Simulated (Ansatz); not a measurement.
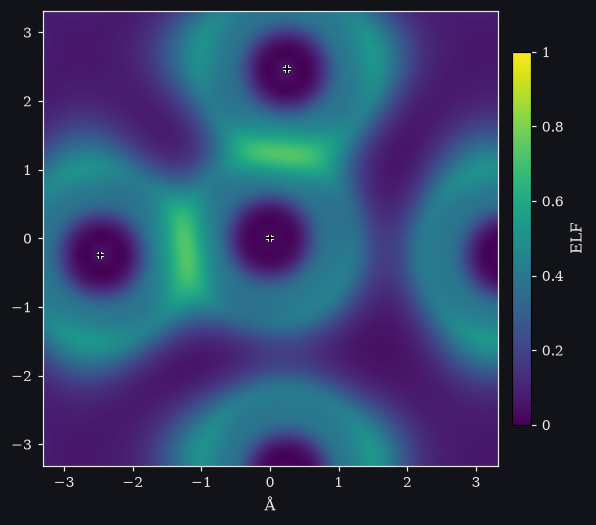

The electron localisation function on a plane through atoms (crosses mark nuclei in the plane).

These are results of DFT PBEsol, scalar-relativistic, plane waves, PAW (Ansatz 0.2.0), not measurements.

Candidates:
A. Rh, a = 2.69 Å, b = 2.69 Å, c = 4.33 Å, α = 90.00°, β = 90.00°, γ = 120.00°. Space group P6₃/mmc; a structure from a database of computed crystals, not necessarily the ambient phase; computed without spin polarisation.
B. Sc₂Al, a = 4.85 Å, b = 4.85 Å, c = 6.09 Å, α = 90.00°, β = 90.00°, γ = 120.00°. Space group P6₃/mmc; a structure from a database of computed crystals, not necessarily the ambient phase.
C. Ge, a = 5.92 Å, b = 5.92 Å, c = 6.97 Å, α = 90.00°, β = 90.00°, γ = 90.00°. Space group P4₃2₁2.

Which candidate gave the map?

Answer. Candidate C: Ge on the (001) plane of the conventional cell, which holds Ge. Ge–Ge (2.48 Å): the ELF peaks at about 0.75 between the atoms.
